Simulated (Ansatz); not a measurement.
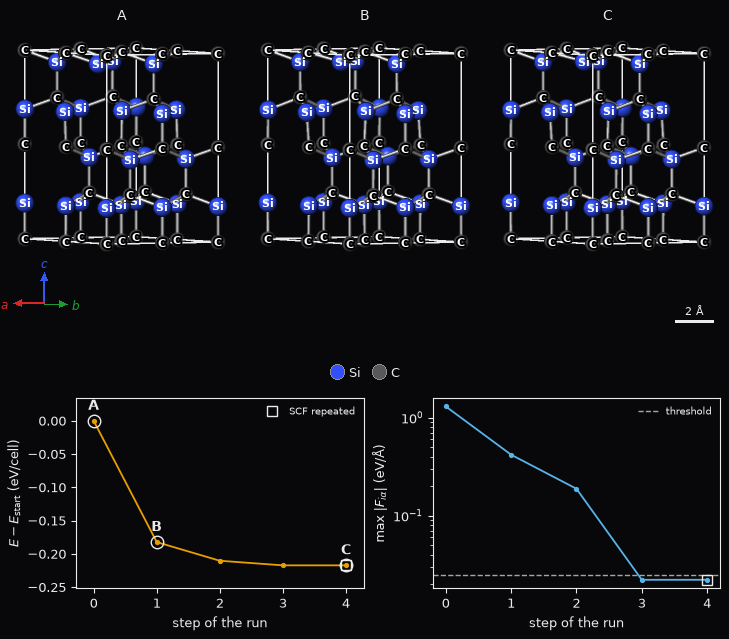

Frames of a relaxation of a defect cell of composition Si16C15 (cell charge +2), marked on the history of the run. A ball-and-stick model of the cell of the calculation, reduced to other axes, seen from a free direction. Lengths and directions refer to the drawn axes.

Case: C vacancy (site b), charge +2, atoms relaxed at the host's cell.

Level of theory: Ansatz, DFT PBE, scalar-relativistic, plane waves, PAW. Settings: plane-wave cutoff 420 eV; k-point mesh 2 × 2 × 2; occupations gaussian; smearing width 0.01 eV; no spin polarisation; atoms relaxed in a fixed cell; force threshold 0.025 eV/Å; at most 45 steps.

Q: Describe the path.

A: The atom that moves furthest is a Si atom (0.14 Å along +c). Largest moves by element: Si 0.14 Å, C 0.01 Å. The cell doesn't change. Some distances before and after: C–Si 1.889 → 1.856 Å, C–Si 1.871 → 1.845 Å, C–Si 1.938 → 1.917 Å, C–Si 1.897 → 1.910 Å. Among the angles between lasting bonds that change: Si–C–Si 107.2° → 102.9°, Si–C–Si 106.0° → 102.5°, C–Si–C 111.4° → 114.8°. The energy falls by 0.217 eV per cell of the calculation in 3 accepted moves (4 points after the start). The largest force component goes from 1.3 to 0.022 eV/Å. 1 step only repeated the SCF at the same geometry. Cost: 10 s on 4 threads of AMD EPYC 7B13 (Zen 3) (shared host), peak memory 1 GiB. From step 0 to 1: a Si atom moves most (0.12 Å), energy −0.182 eV per cell of the calculation. From step 1 to 4: a Si atom moves most (0.02 Å), energy −34.9 meV per cell of the calculation.

```tsv
step	E − E(0), meV/atom	largest force component, eV/Å	note
0	0.00	1.3031	
1	-5.88	0.4192	
2	-6.78	0.1884	
3	-7.00	0.0222	
4	-7.00	0.0222	same geometry, SCF repeated
```

Limits of the set-up: the periodic images lie only 6.2 Å apart, so the values are limited by the cell's size; the cell is charged, on a uniform background, and energies carry no finite-size correction.
